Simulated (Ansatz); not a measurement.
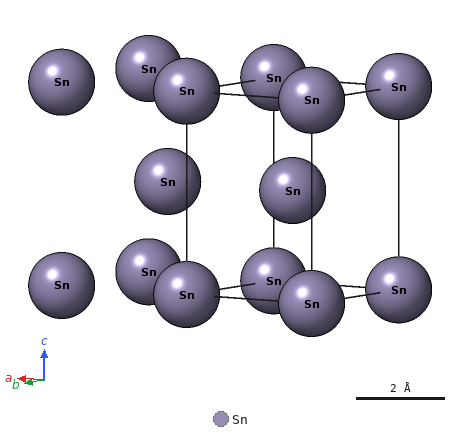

This is a symmetric starting cell of Sn. A spheres-only model of the conventional cell (2 times the calculation's cell), repeated 2 × 1 × 1 with one cell outlined, seen from a free direction. Lengths and directions refer to the drawn axes.

The calculation used DFT PBEsol, scalar-relativistic, plane waves, PAW (Ansatz 0.2.0). Set-up: plane-wave cutoff 420 eV; k-point mesh 16 × 16 × 16; occupations gaussian; smearing width 0.1 eV; no spin polarisation.

The variant: The cell is strained by +5.7 % along c, +0.7 % along a, −1.3 % along b (volume +5.0 %), the atoms keeping their fractional coordinates. No relaxation follows. The starting cell wasn't computed here and needn't be at equilibrium, so pressure and forces aren't due to the change alone.

Input file:
```yaml
crystal:
  lattice:
    - [-1.738227669, 1.7494155317, 2.4690369386]
    - [1.738227669, -1.7558693557, 2.4739374483]
    - [1.738227669, 1.7558693557, -2.4739374483]
  atoms:
    - { symbol: Sn, position: [0.0, 0.0, 0.0] }
basis:
  ecutwfc: 420
kpoints:
  mp_grid: { grid: [16, 16, 16] }
hamiltonian:
  xc: pbesol
scf:
  occupations: { method: gaussian, width: 0.1 }
output:
  forces: true
  stress: true
  eigenvalues: true
  populations: true
```

Command:
```bash
ansatz run input.yaml --threads 1 --pin off --max-ram 1331MiB --backend cpu --events-out ev --progress --plain --runs-dir out
```

What does the calculation give for the changed structure?

The pressure is −5.2 GPa (not all of it need come from the change, since the unchanged cell can be under pressure at this level too). All forces vanish by symmetry. Among the bonded contacts that change: Sn–Sn 3.406 → 3.490 to 3.496 Å, Sn–Sn 3.551 → 3.505 Å, Sn–Sn 3.453 → 3.476 Å. The space group stays Immm (No. 71).

Drawn alike, the variant:

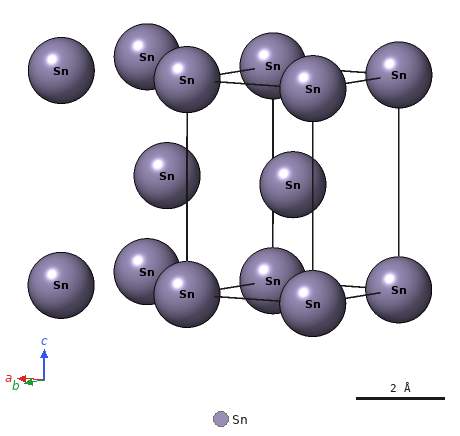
